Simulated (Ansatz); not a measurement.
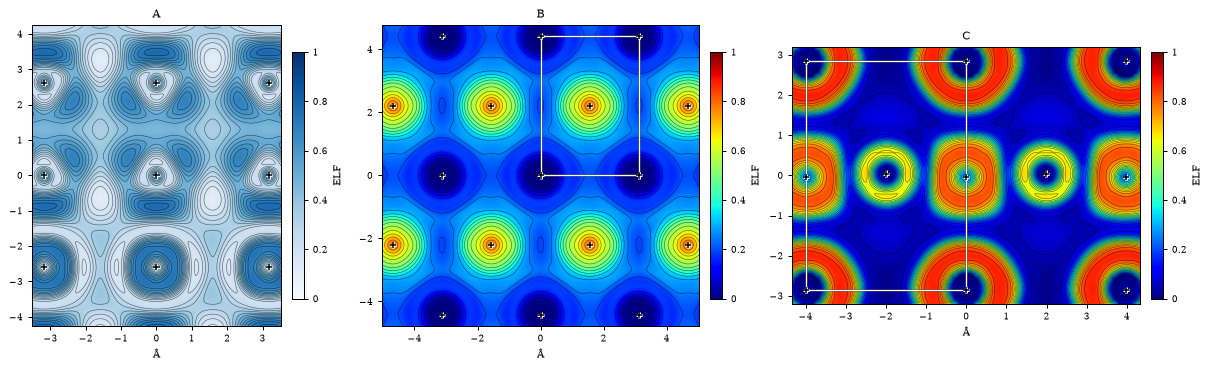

The electron localisation function of 3 systems, each on a plane through atoms (crosses mark nuclei in the plane).

These are results of DFT, PBEsol, PAW with Ansatz's default frozen-core files, scalar-relativistic (Ansatz), not measurements.

System 1: ZnAu, the (101) plane of the conventional cell. Space group Pm-3m; computed without spin polarisation.

```yaml
crystal:
  lattice:
    - [3.12588, 0.00000, 0.00000]
    - [0.00000, 3.12588, 0.00000]
    - [0.00000, 0.00000, 3.12588]
  atoms:
    - { symbol: Zn, position: [0.50000, 0.50000, 0.50000] }
    - { symbol: Au, position: [0.00000, 0.00000, 0.00000] }
```

System 2: Si2Mo, the (010) plane of the conventional cell. Space group I4/mmm; not relaxed (largest force 0.3 eV/Å); computed without spin polarisation.

```
CELL_PARAMETERS angstrom
3.17852 0.00000 0.00000
0.00000 3.17852 0.00000
0.00000 0.00000 7.80824
ATOMIC_POSITIONS crystal
Si 0.00000 0.00000 0.33300
Si 0.50000 0.50000 0.83300
Si 0.00000 0.00000 0.66700
Si 0.50000 0.50000 0.16700
Mo 0.00000 0.00000 0.00000
Mo 0.50000 0.50000 0.50000
```

System 3: BaTiO3, the (010) plane of the conventional cell. Space group Amm2; computed pressure about −4 GPa in this cell; computed without spin polarisation.

```
Ba Ti O
1.0
     3.98410    0.00000    0.00000
     0.00000    5.67410    0.00000
     0.00000    0.00000    5.69160
Ba Ti O
2 2 6
Cartesian
  0.0000 0.0000 0.0000
  0.0000 2.8371 2.8458
  1.9921 2.8371 0.0450
  1.9921 0.0000 2.8908
  0.0000 0.0000 2.8008
  0.0000 2.8371 5.6466
  1.9921 1.4435 1.4121
  1.9921 4.2805 4.2579
  1.9921 4.2306 1.4121
  1.9921 1.3936 4.2579
```

### Match each panel to its system.

Panel A is system 2, Si2Mo: the plane holds Si and Mo. Si–Mo (2.60 Å): the ELF peaks at about 0.75 in the valence shell of Si, 0.9 Å from its nucleus, and is about 0.40 at the midpoint. Panel B is system 1, ZnAu: the plane holds Zn and Au. Zn–Au (2.71 Å): the ELF is about 0.30 at the midpoint; no localised pair shows between them. Panel C is system 3, BaTiO3: the plane holds Ba, Ti and O. Ba–O (2.80 Å): the ELF is about 0.15 at the midpoint: a closed-shell, largely ionic contact.
